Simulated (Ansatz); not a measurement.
**Geometry relaxation, with input and output: Mg (part 1 of 2)**

- system: Mg (defect cell, 35 atoms in the cell)
- method: DFT PBE, scalar-relativistic, plane waves, PAW, no spin polarisation (Ansatz 0.2.0)

The structure derives from a Materials Project entry. It belongs to a series of runs on one base structure; here: Mg vacancy (site c), charge +0, atoms relaxed at the host's cell. Figures and captions count atoms from 1; the log counts them from 0 in places.

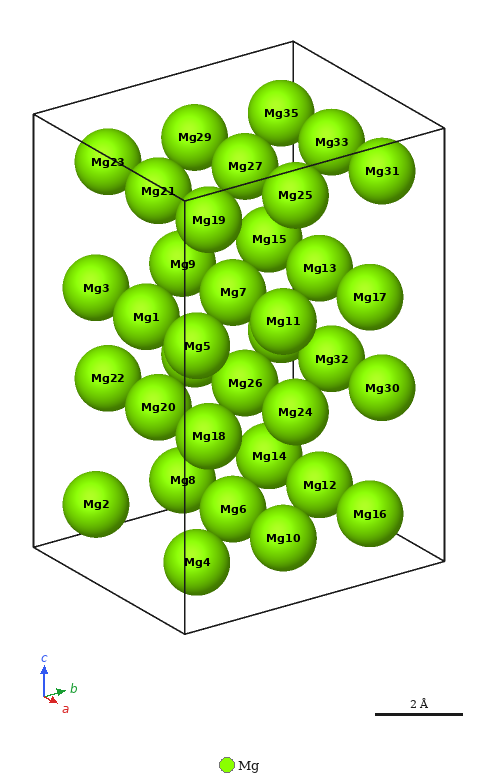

Fig. 1: The starting structure (spheres-only view of the cell of the calculation, seen slightly off an axis; atoms are numbered from 1 in the order of the input).

Key numbers:

- outcome: converged
- electrons treated: 350
- free energy: −67332.2787 eV
- Fermi energy: 5.377 eV
- gap on the k-point mesh: none (metallic)
- final volume: 825.97 Å³
- largest force (length of the vector) at the end: 0.014 eV/Å
- hardware: 4 threads of Intel Xeon @ 2.70GHz, 189 GiB of memory available, shared host
- wall time: 95 s (CPU time 6 min)
- peak memory: 3.5 GiB

The input:
```yaml
crystal:
  lattice:
    - [4.8132675674, -8.3368239948, 0.0]
    - [4.8132675826, 8.336823986, 0.0]
    - [0.0, 0.0, 10.2918323191]
  atoms:
    - { symbol: Mg, position: [0.5555555556, 0.1111111111, 0.625] }
    - { symbol: Mg, position: [0.2222222222, 0.1111111111, 0.125] }
    - { symbol: Mg, position: [0.2222222222, 0.1111111111, 0.625] }
    - { symbol: Mg, position: [0.8888888889, 0.1111111111, 0.125] }
    - { symbol: Mg, position: [0.8888888889, 0.1111111111, 0.625] }
    - { symbol: Mg, position: [0.5555555556, 0.4444444444, 0.125] }
    - { symbol: Mg, position: [0.5555555556, 0.4444444444, 0.625] }
    - { symbol: Mg, position: [0.2222222222, 0.4444444444, 0.125] }
    - { symbol: Mg, position: [0.2222222222, 0.4444444444, 0.625] }
    - { symbol: Mg, position: [0.8888888889, 0.4444444444, 0.125] }
    - { symbol: Mg, position: [0.8888888889, 0.4444444444, 0.625] }
    - { symbol: Mg, position: [0.5555555556, 0.7777777778, 0.125] }
    - { symbol: Mg, position: [0.5555555556, 0.7777777778, 0.625] }
    - { symbol: Mg, position: [0.2222222222, 0.7777777778, 0.125] }
    - { symbol: Mg, position: [0.2222222222, 0.7777777778, 0.625] }
    - { symbol: Mg, position: [0.8888888889, 0.7777777778, 0.125] }
    - { symbol: Mg, position: [0.8888888889, 0.7777777778, 0.625] }
    - { symbol: Mg, position: [0.7777777778, 0.2222222222, 0.375] }
    - { symbol: Mg, position: [0.7777777778, 0.2222222222, 0.875] }
    - { symbol: Mg, position: [0.4444444444, 0.2222222222, 0.375] }
    - { symbol: Mg, position: [0.4444444444, 0.2222222222, 0.875] }
    - { symbol: Mg, position: [0.1111111111, 0.2222222222, 0.375] }
    - { symbol: Mg, position: [0.1111111111, 0.2222222222, 0.875] }
    - { symbol: Mg, position: [0.7777777778, 0.5555555556, 0.375] }
    - { symbol: Mg, position: [0.7777777778, 0.5555555556, 0.875] }
    - { symbol: Mg, position: [0.4444444444, 0.5555555556, 0.375] }
    - { symbol: Mg, position: [0.4444444444, 0.5555555556, 0.875] }
    - { symbol: Mg, position: [0.1111111111, 0.5555555556, 0.375] }
    - { symbol: Mg, position: [0.1111111111, 0.5555555556, 0.875] }
    - { symbol: Mg, position: [0.7777777778, 0.8888888889, 0.375] }
    - { symbol: Mg, position: [0.7777777778, 0.8888888889, 0.875] }
    - { symbol: Mg, position: [0.4444444444, 0.8888888889, 0.375] }
    - { symbol: Mg, position: [0.4444444444, 0.8888888889, 0.875] }
    - { symbol: Mg, position: [0.1111111111, 0.8888888889, 0.375] }
    - { symbol: Mg, position: [0.1111111111, 0.8888888889, 0.875] }
basis:
  ecutwfc: 420
  xc_grid: 2
kpoints:
  mp_grid: { grid: [5, 5, 4], shift: [0.0, 0.0, 0.5] }
hamiltonian:
  xc: pbe
scf:
  occupations: { method: gaussian, width: 0.1 }
output:
  forces: true
  stress: false
  eigenvalues: true
relax:
  adjacent_minimum: "off"
  f_tol: 0.025
  max_steps: 45
```

Launch command:
```bash
ansatz run input.yaml --threads 4 --pin off --max-ram 8192MiB --backend cpu --events-out ev --progress --plain --runs-dir out
```

Output:
```
Engine: ansatz 0.2.0, x86_64-unknown-linux-gnu
Pseudopotentials: kind: paw
Pseudopotential: Mg, paw, valence charge 10, recommended cutoff 420 eV (normal), Mg.paw.azcp
Functional definition: PBE
  parameter kappa = 0.804
  parameter beta = 0.06672455060314922
  exchange = pbe_x(kappa = kappa, mu = beta*pi^2/3)
  correlation = pbe_c(beta = beta)
Crystal: 35 atoms, lattice volume = 825.968 Å³
Basis set: ecut = 420 eV, 16121 PW (Γ), exchange–correlation on 144×144×144 points (8 copies of the dense FFT grid, shifted against one another)
Bands: 210, of which v1, the nominal top of the filled ones, is band 175 counted from 1 (174 counted from 0)
Symmetry: 12 space group operations
Space group: P-6m2 (ITA 187), of the structure as read, at distance tolerance 9.4e-5 Å
k-points: 10 of 100 (time reversal used)
Non-local potential: Mg, projectors of the file, l = 0: 3, l = 1: 2, l = 2: 1
PAW form: soft (Blöchl's): semilocal exchange-correlation on the pseudo side does not see the compensation charge
PAW one-centre angular grid: Mg, 110 points (default); XC on 64 Gauss nodes
Initial density: superposition of atomic densities (neutral atoms: chi_scale 0, normalization atom), corrected by the library's trained network
Initial wavefunctions: pseudopotential atomic-orbital guess
Functional: x = pbe(κ = 0.804, μ = 0.2195149727645171), c = pbe(β = 0.06672455060314922)
SCF iter   1: F=—  HF=-67332.268675 eV  |F-HF|=—  |Δ(HF+E_count)|=         —  Δρ=1.04e-3  dr2=5.61e-2  ethr=1.77e-3  ⟨swp⟩=9.3  Hψ=9202  notcnv=0  defer=14
preconditioner: auto → Kerker (q_TF=auto, 2.365 Å⁻¹)  [metal: Δε(μ)=0.035 eV  Ē_g=4.776 eV  σ=0.100 eV  W_gap=0.19  n_scr=198 (ndim 8)  ℏωp=10.8 eV  f_vac=0.003  D(μ)=16.13/eV (n_scr^D=84)]
SCF iter   2: F=—  HF=-67332.268873 eV  |F-HF|=—  |Δ(HF+E_count)|=   1.98e-4  Δρ=7.25e-4  dr2=2.57e-2  ethr=1.60e-5  ⟨swp⟩=1.6  Hψ=2433  notcnv=0  defer=17
SCF iter   3: F=—  HF=-67332.266543 eV  |F-HF|=—  |Δ(HF+E_count)|=   2.33e-3  Δρ=1.54e-4  dr2=1.44e-3  ethr=7.35e-6  ⟨swp⟩=2.0  Hψ=2081  notcnv=0  defer=17
SCF iter   4: F=—  HF=-67332.266490 eV  |F-HF|=—  |Δ(HF+E_count)|=   5.32e-5  Δρ=7.26e-5  dr2=2.32e-4  ethr=4.12e-7  ⟨swp⟩=2.0  Hψ=2080  notcnv=0  defer=17
SCF iter   5: F=—  HF=-67332.266477 eV  |F-HF|=—  |Δ(HF+E_count)|=   1.27e-5  Δρ=2.95e-5  dr2=2.66e-5  ethr=6.62e-8  ⟨swp⟩=2.0  Hψ=2170  notcnv=0  defer=17
SCF iter   6: F=-67332.266477 eV  HF=-67332.266477 eV  |F-HF|=1.53e-7  |Δ(HF+E_count)|=   1.37e-7  Δρ=1.18e-5  dr2=4.33e-6  ethr=4.46e-9  ⟨swp⟩=10.5  Hψ=9040  notcnv=0
SCF 1 converged in 6 iterations: F = -67332.266477 eV  dr2 = 4.33e-6
  greatest PAW one-centre occupation: 1.000 electrons in one spin orbital (limit 2), on the Mg atom at site 14 (counted from 0), in its partial waves of l = 0
relax step   1: F+E_penalty+E_count = -67332.26647679 eV  Δ(F+E_penalty+E_count) = +0.000e0 eV  max|allowed force component| = 6.309e-2 eV/Å  Δτ_max = 0.0000 Å  (6 SCF iters, dr2 threshold 1.56e-5 eV, accepted)
Initial density: handed on by an earlier stage of this run
Initial wavefunctions: those handed on with the density
iter 1 solved again at ethr=1.90e-6 eV; its pass at ethr=3.10e-3 eV (dr2=6.64e-3 eV) is discarded
SCF iter   1: F=—  HF=-67332.279991 eV  |F-HF|=—  |Δ(HF+E_count)|=         —  Δρ=3.60e-4  dr2=8.46e-3  ethr=1.90e-6  ⟨swp⟩=3.0  Hψ=5674  notcnv=0  defer=250
preconditioner: auto → Kerker (q_TF=auto, 2.365 Å⁻¹)  [metal: Δε(μ)=0.017 eV  Ē_g=4.777 eV  σ=0.100 eV  W_gap=0.09  n_scr=198 (ndim 8)  ℏωp=10.8 eV  f_vac=0.003  D(μ)=16.58/eV (n_scr^D=84)]
SCF iter   2: F=—  HF=-67332.279239 eV  |F-HF|=—  |Δ(HF+E_count)|=   7.52e-4  Δρ=2.44e-4  dr2=4.08e-3  ethr=1.90e-6  ⟨swp⟩=1.9  Hψ=1887  notcnv=0  defer=250
SCF iter   3: F=—  HF=-67332.278599 eV  |F-HF|=—  |Δ(HF+E_count)|=   6.40e-4  Δρ=2.95e-5  dr2=2.88e-5  ethr=1.16e-6  ⟨swp⟩=2.0  Hψ=2171  notcnv=0  defer=250
SCF iter   4: F=—  HF=-67332.278663 eV  |F-HF|=—  |Δ(HF+E_count)|=   6.39e-5  Δρ=1.19e-5  dr2=3.02e-6  ethr=8.23e-9  ⟨swp⟩=2.0  Hψ=2208  notcnv=0  defer=250
SCF iter   5: F=—  HF=-67332.278663 eV  |F-HF|=—  |Δ(HF+E_count)|=   2.76e-7  Δρ=4.78e-6  dr2=6.35e-7  ethr=8.62e-10  ⟨swp⟩=2.0  Hψ=2130  notcnv=0  defer=250
SCF iter   6: F=—  HF=-67332.278663 eV  |F-HF|=—  |Δ(HF+E_count)|=   1.38e-8  Δρ=2.08e-6  dr2=1.30e-7  ethr=1.82e-10  ⟨swp⟩=2.0  Hψ=2148  notcnv=0  defer=250
SCF iter   7: F=-67332.278663 eV  HF=-67332.278663 eV  |F-HF|=4.09e-9  |Δ(HF+E_count)|=   1.83e-8  Δρ=8.41e-7  dr2=1.92e-8  ethr=2.86e-11  ⟨swp⟩=10.0  Hψ=6559  notcnv=0
SCF 2 converged in 7 iterations: F = -67332.278663 eV  dr2 = 1.92e-8
  greatest PAW one-centre occupation: 1.000 electrons in one spin orbital (limit 2), on the Mg atom at site 8 (counted from 0), in its partial waves of l = 0
relax step   2: F+E_penalty+E_count = -67332.27866284 eV  Δ(F+E_penalty+E_count) = -1.219e-2 eV  max|allowed force component| = 1.173e-2 eV/Å  Δτ_max = 0.0286 Å  (7 SCF iters, accepted)
```

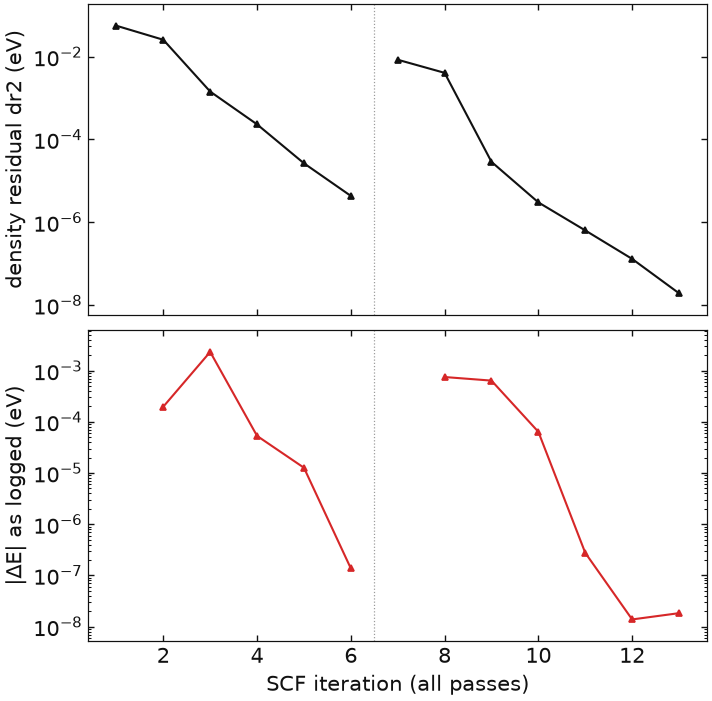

Fig. 2: Convergence of the self-consistent field: density residual dr2 and size of the energy change against the SCF iteration. The dotted lines part the SCF passes of the relaxation: geometry steps, rejected trials and re-solves on a re-selected basis. The passes take 6 and 7 iterations.

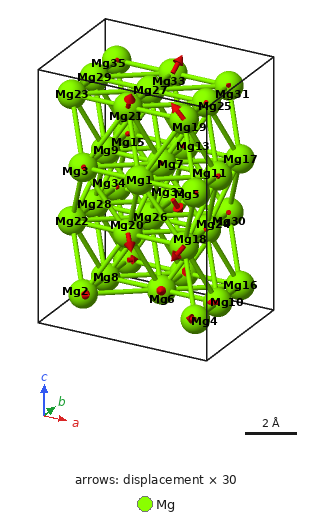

Fig. 3: The starting structure with the displacements as red arrows, magnified 30 times (ball-and-stick view of the cell of the calculation, seen slightly off an axis). The largest moves, 0.029 Å, are those of Mg18, Mg19, Mg20, Mg21, Mg32 and Mg33. The cell stays as it was. Among the contacts that change: Mg18–Mg20 3.209 → 3.178 Å, Mg10–Mg14 3.209 → 3.239 Å, Mg11–Mg18 3.171 → 3.193 Å, Mg2–Mg14 3.209 → 3.189 Å. After 1 geometry step the energy has fallen by 0.3 meV per atom. The largest force component goes from 0.063 to 0.012 eV/Å. (Atoms are counted from 1 in the order of the input.)

```
SCF converged after 7 iterations
Free energy (F): -67332.278663 eV
Harris-Foulkes:  -67332.278663 eV  (|F-HF|=4.09e-9)
Internal energy: -67332.196119 eV  (E = F + TS)
E sigma→0 (E₀):  -67332.237391 eV
Entropy (-TS):   -0.082544 eV (-2.358 meV/atom)
Fermi energy:    5.377281 eV
--- Per-component energies (eV) ---
  E_band       = -12599.023755
  E_kinetic    = 2615.896635
  E_local      = -57582.176848  (includes V_loc(G=0)·N_el)
  E_nonlocal   = 3349.386444
  E_hartree    = 20644.362959
  E_xc         = -992.031868
  E_vxc        = -1279.650750  (∫ρ·V_xc dr)
  E_paw        = -10239.091529  (= ΣΔE_a)
  E_vpaw       = -991.210603  (= ΣTr[D̂ρ^β])
  E_aug_tail   = -0.000119  (compensation charges beyond the density's cutoff)
  E_ewald      = -25128.541795
  E_smearing   = -0.082544  (= −TS)
  E_closure    = -0.000000  (closes the sum)
  Σ components = -67332.278663   (vs F -67332.278663, Δ=0.00e0)
--- Forces (eV/Å), atoms counted from 1 ---
  atom   1  Mg     0.00000000     0.00000000     0.00000000
  atom   2  Mg     0.00179291    -0.00396200     0.00000000
  atom   3  Mg     0.00149513     0.00270106     0.00000000
  atom   4  Mg    -0.00253474     0.00353371     0.00000000
  atom   5  Mg     0.00308675    -0.00005571     0.00000000
  atom   6  Mg    -0.00179291    -0.00396200     0.00000000
  atom   7  Mg    -0.00149513     0.00270106     0.00000000
  atom   8  Mg     0.00000000     0.00000000     0.00000000
  atom   9  Mg     0.00000000     0.00000000     0.00000000
  atom  10  Mg    -0.00432765     0.00042829     0.00000000
  atom  11  Mg     0.00159162    -0.00264535     0.00000000
  atom  12  Mg     0.00253474     0.00353371     0.00000000
  atom  13  Mg    -0.00308675    -0.00005571     0.00000000
  atom  14  Mg     0.00432765     0.00042829     0.00000000
  atom  15  Mg    -0.00159162    -0.00264535     0.00000000
  atom  16  Mg     0.00000000     0.00000000     0.00000000
  atom  17  Mg     0.00000000     0.00000000     0.00000000
  atom  18  Mg    -0.01015607     0.00586361    -0.00804727
  atom  19  Mg    -0.01015607     0.00586361     0.00804727
  atom  20  Mg    -0.00000000    -0.01172722    -0.00804727
  atom  21  Mg    -0.00000000    -0.01172722     0.00804727
  atom  22  Mg     0.00090020     0.00051973     0.00161980
  atom  23  Mg     0.00090020     0.00051973    -0.00161980
  atom  24  Mg     0.00142660     0.00082365     0.00234346
  atom  25  Mg     0.00142660     0.00082365    -0.00234346
  atom  26  Mg    -0.00090020     0.00051973     0.00161980
  atom  27  Mg    -0.00090020     0.00051973    -0.00161980
  atom  28  Mg    -0.00000000    -0.00103946     0.00161980
  atom  29  Mg    -0.00000000    -0.00103946    -0.00161980
  atom  30  Mg    -0.00000000    -0.00164729     0.00234346
  atom  31  Mg    -0.00000000    -0.00164729    -0.00234346
  atom  32  Mg     0.01015607     0.00586361    -0.00804727
  atom  33  Mg     0.01015607     0.00586361     0.00804727
  atom  34  Mg    -0.00142660     0.00082365     0.00234346
  atom  35  Mg    -0.00142660     0.00082365    -0.00234346
  max |Σ_I F_I| component: 2.34e-17 eV/Å
--- Band table (eV; the first three rows and the last of 10) ---
  k-point 0: bands = ["-70.6400", "-70.6399", "-70.6392", "-70.6392", "-70.6392", "-70.6392", "-70.6250", "-70.6243", "-70.6243", "-70.6242", "-70.6242", "-70.6236", "-70.6121", "-70.6110", "-70.6069", "-70.6069", "-70.6063", "-70.6063", "-70.6063", "-70.6063", "-70.6063", "-70.6050", "-70.5918", "-70.5918", "-70.5912", "-70.5912", "-70.5912", "-70.5912", "-70.5865", "-70.5776", "-70.5771", "-70.5771", "-70.5770", "-70.5770", "-70.5764", "-37.4045", "-37.4043", "-37.4013", "-37.4013", "-37.4012",
      "-37.4012", "-37.3975", "-37.3958", "-37.3947", "-37.3947", "-37.3944", "-37.3944", "-37.3905", "-37.3889", "-37.3889", "-37.3888", "-37.3887", "-37.3879", "-37.3879", "-37.3871", "-37.3871", "-37.3817", "-37.3817", "-37.3802", "-37.3795", "-37.3779", "-37.3779", "-37.3779", "-37.3776", "-37.3776", "-37.3754", "-37.3754", "-37.3752", "-37.3752", "-37.3749", "-37.3733", "-37.3670", "-37.3662", "-37.3657", "-37.3654", "-37.3654", "-37.3650", "-37.3643", "-37.3639", "-37.3639",
      "-37.3621", "-37.3621", "-37.3619", "-37.3619", "-37.3613", "-37.3607", "-37.3606", "-37.3606", "-37.3604", "-37.3604", "-37.3594", "-37.3594", "-37.3588", "-37.3583", "-37.3582", "-37.3582", "-37.3573", "-37.3573", "-37.3569", "-37.3569", "-37.3561", "-37.3506", "-37.3469", "-37.3469", "-37.3468", "-37.3461", "-37.3453", "-37.3453", "-37.3443", "-37.3443", "-37.3435", "-37.3435", "-37.3423", "-37.3420", "-37.3418", "-37.3411", "-37.3411", "-37.3386", "-37.3385", "-37.3385",
      "-37.3382", "-37.3382", "-37.3353", "-37.3343", "-37.3340", "-37.3340", "-37.3299", "-37.3299", "-37.3294", "-37.3292", "-37.3289", "-37.3289", "-37.3282", "-37.3282", "-37.3271", "-37.3271", "-37.3239", "-37.3230", "-37.3224", "-37.3224", "-1.4169", "-0.3536", "0.3342", "0.6569", "0.6670", "0.6670", "0.7442", "0.7442", "0.9660", "1.6958", "1.7055", "1.7055", "1.7887", "1.7887", "2.0892", "2.3803", "2.3899", "2.3899", "2.4852", "2.4852",
      "2.9458", "3.4647", "4.7994", "4.8345", "4.8345", "4.8536", "4.9200", "4.9200", "5.0336", "5.3307", "5.3347", "5.3347", "5.4081", "5.4081", "5.4909", "5.5295", "5.6879", "5.6879", "5.9125", "5.9125", "5.9193", "6.4391", "6.4391", "6.4500", "6.4688", "6.4688", "6.7071", "6.7510", "6.7510", "7.0447", "7.0993", "7.0993", "7.1899", "7.4410", "7.4449", "7.4449", "7.5111", "7.5111", "7.8214", "7.8946",
      "7.9497", "7.9497", "8.0765", "8.0765", "8.1981", "8.5376", "8.6104", "8.6104", "8.7606", "8.7606"]
```
